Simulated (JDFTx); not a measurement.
## Single-point calculation at one volume of an equation of state of AlRu

- system: AlRu (Pm-3m, 2 atoms in the cell)
- method: Kohn-Sham DFT of a periodic cell, PBE, PseudoDojo-SR-PBE-0.5-standard, no spin polarisation (JDFTx 1.7.0 (patched build))

The structure derives from an entry of the Crystallography Open Database. It belongs to a series of runs on one base structure; here: volume scaled by 0.94.

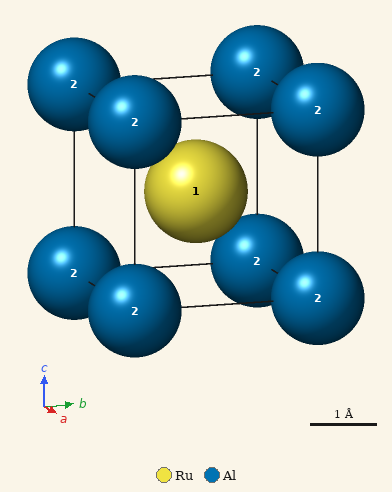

*The input geometry (spheres-only view of the cell of the calculation, seen slightly off an axis; atoms are numbered from 1 in the order of the input).*

The input
```
lattice \
    5.5378987273     0.0000000000     0.0000000000 \
    0.0000000000     5.5378987273     0.0000000000 \
    0.0000000000     0.0000000000     5.5378987273
coords-type Lattice
ion Ru     0.5000000000     0.5000000000     0.5000000000 1
ion Al     0.0000000000     0.0000000000     0.0000000000 1

ion-species pseudo/Ru.upf
ion-species pseudo/Al.upf
elec-cutoff 42 336
elec-ex-corr gga-PBE
kpoint-folding 9 9 9
elec-smearing Fermi 0.0018374661
elec-n-bands 15
electronic-SCF nIterations 100 energyDiffThreshold 1e-09
electronic-minimize nIterations 30 energyDiffThreshold 1e-7
forces-output-coords Cartesian

dump-name run.$VAR
dump End Ecomponents EigStats BandEigs Kpoints Forces Stress
```

Run as:
```bash
jdftx -c 1 -i AlRu.in -o AlRu.out
```

Log
```
*************** JDFTx 1.7.0 (patched build) ***************

Input parsed successfully to the following command list (including defaults):
[... the input with its defaults ...]

---------- Setting up symmetries ----------

Found 48 point-group symmetries of the bravais lattice
Found 48 space-group symmetries with basis
Applied RMS atom displacement 0 bohrs to make symmetries exact.

---------- Initializing the Grid ----------
R =
[       5.5379            0            0  ]
[            0       5.5379            0  ]
[            0            0       5.5379  ]
unit cell volume = 169.838
G =
[    1.13458          0          0  ]
[          0    1.13458          0  ]
[          0          0    1.13458  ]
Minimum fftbox size, Smin = [  48  48  48  ]
Chosen fftbox size, S = [  48  48  48  ]

---------- Initializing tighter grid for wavefunction operations ----------
R =
[       5.5379            0            0  ]
[            0       5.5379            0  ]
[            0            0       5.5379  ]
unit cell volume = 169.838
G =
[    1.13458          0          0  ]
[          0    1.13458          0  ]
[          0          0    1.13458  ]
Minimum fftbox size, Smin = [  36  36  36  ]
Chosen fftbox size, S = [  36  36  36  ]

---------- Exchange Correlation functional ----------
Initalized PBE GGA exchange.
Initalized PBE GGA correlation.

---------- Setting up pseudopotentials ----------
Width of ionic core gaussian charges (only for fluid interactions / plotting) set to 0

Reading pseudopotential file 'pseudo/Ru.upf':
  'Ru' pseudopotential, 'PBE' functional
  Generated using ONCVPSP code by D. R. Hamann
  16 valence electrons, 4 orbitals, 6 projectors, 1001 radial grid points, with lMax = 2
    4S    l: 0   occupation:  2.0   eigenvalue: -2.806593
    4P    l: 1   occupation:  6.0   eigenvalue: -1.705763
    4D    l: 2   occupation:  7.0   eigenvalue: -0.191184
    5S    l: 0   occupation:  1.0   eigenvalue: -0.155807
  Core radius for overlap checks: 1.34 bohrs.

Reading pseudopotential file 'pseudo/Al.upf':
  'Al' pseudopotential, 'PBE' functional
  Generated using ONCVPSP code by D. R. Hamann
  3 valence electrons, 2 orbitals, 6 projectors, 1001 radial grid points, with lMax = 2
    3S    l: 0   occupation:  2.0   eigenvalue: -0.284914
    3P    l: 1   occupation:  1.0   eigenvalue: -0.099668
  Core radius for overlap checks: 1.74 bohrs.

Initialized 2 species with 2 total atoms.

Folded 1 k-points by 9x9x9 to 729 k-points.

---------- Setting up k-points, bands, fillings ----------
Reduced to 35 k-points under symmetry.
Computing the number of bands and number of electrons
Calculating initial fillings.
nElectrons:  19.000000   nBands: 15   nStates: 35

----- Setting up reduced wavefunction bases (one per k-point) -----
average nbasis = 2207.941 , ideal nbasis = 2208.020

---------- Setting up ewald sum ----------
Optimum gaussian width for ewald sums = 1.968264 bohr.
Real space sum over 1331 unit cells with max indices [  5  5  5  ]
Reciprocal space sum over 2197 terms with max indices [  6  6  6  ]

---------- Allocating electronic variables ----------
Initializing wave functions:  linear combination of atomic orbitals
Note: number of bands (15) exceeds available atomic orbitals (14)
Ru pseudo-atom occupations:   s ( 2 0 )  p ( 6 )  d ( 8 )
Al pseudo-atom occupations:   s ( 2 )  p ( 1 )
	FillingsUpdate:  mu: +0.506969479  nElectrons: 19.000000
LCAOMinimize: Iter:   0  F: -97.0048813216969990  |grad|_K:  1.877e-02  alpha:  1.000e+00
	FillingsUpdate:  mu: +0.708959399  nElectrons: 19.000000
LCAOMinimize: Iter:   1  F: -97.2979995793181871  |grad|_K:  2.277e-03  alpha:  3.992e-01  linmin:  2.348e-01  cgtest: -1.267e+00
LCAOMinimize: 	Bad step direction: g.d > 0.
[... 14 lines of inner loops ...]
	FillingsUpdate:  mu: +0.676209565  nElectrons: 19.000000
LCAOMinimize: Iter:   7  F: -97.3048604092782057  |grad|_K:  1.179e-08  alpha:  3.948e-01  linmin: -1.065e-02  cgtest:  3.028e-01
LCAOMinimize: Encountered beta<0, resetting CG.
LCAOMinimize: Converged (|Delta F|<1.000000e-06 for 2 iters).

-------- Electronic minimization -----------
Will mix electronic density at each iteration.
	FillingsUpdate:  mu: +0.676209565  nElectrons: 19.000000
	FillingsUpdate:  mu: +0.663509938  nElectrons: 19.000000
SCF: Cycle:  0   F: -97.362457037942562   dF: -5.760e-02   |Residual|: 1.329e-01   |deigs|: 2.456e-01
	FillingsUpdate:  mu: +0.630603261  nElectrons: 19.000000
SCF: Cycle:  1   F: -97.389354061619130   dF: -2.690e-02   |Residual|: 4.111e-02   |deigs|: 3.655e-02
	FillingsUpdate:  mu: +0.638308720  nElectrons: 19.000000
SCF: Cycle:  2   F: -97.392760813554588   dF: -3.407e-03   |Residual|: 1.178e-02   |deigs|: 8.894e-03
	FillingsUpdate:  mu: +0.637477053  nElectrons: 19.000000
SCF: Cycle:  3   F: -97.392776786066264   dF: -1.597e-05   |Residual|: 1.426e-03   |deigs|: 1.114e-03
	FillingsUpdate:  mu: +0.637694556  nElectrons: 19.000000
SCF: Cycle:  4   F: -97.392780147165780   dF: -3.361e-06   |Residual|: 5.025e-04   |deigs|: 2.691e-04
	FillingsUpdate:  mu: +0.637696925  nElectrons: 19.000000
SCF: Cycle:  5   F: -97.392780284848556   dF: -1.377e-07   |Residual|: 8.695e-05   |deigs|: 7.178e-05
	FillingsUpdate:  mu: +0.637685405  nElectrons: 19.000000
SCF: Cycle:  6   F: -97.392780326668387   dF: -4.182e-08   |Residual|: 3.178e-05   |deigs|: 5.770e-05
	FillingsUpdate:  mu: +0.637679512  nElectrons: 19.000000
SCF: Cycle:  7   F: -97.392780337593564   dF: -1.093e-08   |Residual|: 1.162e-05   |deigs|: 5.329e-05
	FillingsUpdate:  mu: +0.637679335  nElectrons: 19.000000
SCF: Cycle:  8   F: -97.392780340896209   dF: -3.303e-09   |Residual|: 8.157e-06   |deigs|: 1.622e-04
	FillingsUpdate:  mu: +0.637678980  nElectrons: 19.000000
SCF: Cycle:  9   F: -97.392780341828185   dF: -9.320e-10   |Residual|: 5.763e-06   |deigs|: 6.030e-05
	FillingsUpdate:  mu: +0.637678858  nElectrons: 19.000000
SCF: Cycle: 10   F: -97.392780342063503   dF: -2.353e-10   |Residual|: 5.923e-06   |deigs|: 2.456e-05
SCF: Converged (|Delta E|<1.000000e-09 for 2 iters).

Setting wave functions to eigenvectors of Hamiltonian

# Stress tensor in Cartesian coordinates [Eh/a0^3]:
[ -0.000602302            0            0  ]
[            0 -0.000602302            0  ]
[            0            0 -0.000602302  ]

# Ionic positions in lattice coordinates:
ion Ru   0.500000000000000   0.500000000000000   0.500000000000000 1
ion Al   0.000000000000000   0.000000000000000   0.000000000000000 1

# Forces in Cartesian coordinates:
force Ru  -0.000000000000000  -0.000000000000000  -0.000000000000000 1
force Al  -0.000000000000000  -0.000000000000000   0.000000000000000 1

# Energy components:
   Eewald =      -74.8361179935456562
       EH =       22.0211484151560200
     Eloc =      -74.3324505163913045
      Enl =        8.1371468314292219
      Exc =      -18.3060606007247344
 Exc_core =        6.0498632573225040
       KE =       33.8742113019854685
-------------------------------------
     Etot =      -97.3922593047684870
       TS =        0.0005210372950151
-------------------------------------
        F =      -97.3927803420635030

IonicMinimize: Iter:   0  F: -97.392780342063503  |grad|_K:        nan
IonicMinimize: None of the convergence criteria satisfied after 0 iterations.

#--- Lowdin population analysis ---
# oxidation-state Ru -0.021
# oxidation-state Al +0.123

Dumping 'run.eigStats' ...
	eMin: -2.000511 at state 0 ( [ +0.000000 +0.000000 +0.000000 ] spin 0 )
	HOMO: +0.637598 at state 18 ( [ +0.111111 +0.111111 +0.444444 ] spin 0 )
	mu  : +0.637679
	LUMO: +0.640402 at state 5 ( [ +0.000000 +0.111111 +0.111111 ] spin 0 )
	eMax: +1.202674 at state 9 ( [ +0.000000 +0.222222 +0.222222 ] spin 0 )
	HOMO-LUMO gap: +0.002804
	Optical gap  : +0.005620 at state 5 ( [ +0.000000 +0.111111 +0.111111 ] spin 0 )
Done!
```

Key numbers

```tsv
quantity	value
outcome	converged
space group (tolerance 0.01 Å)	Pm-3m (221)
electrons treated	19
free energy	−2650.1926 eV
Fermi energy	17.352 eV
gap on the k-point mesh	none (metallic)
pressure	17.72 GPa
largest force (length of the vector)	under 0.001 eV/Å
hardware	1 thread of Arm Neoverse V1, 24 GiB of memory available, shared host
wall time	50 s
peak memory	0.1 GiB
```

Remarks

The cell is under a pressure of 17.7 GPa at this level, so it is not at its equilibrium volume.
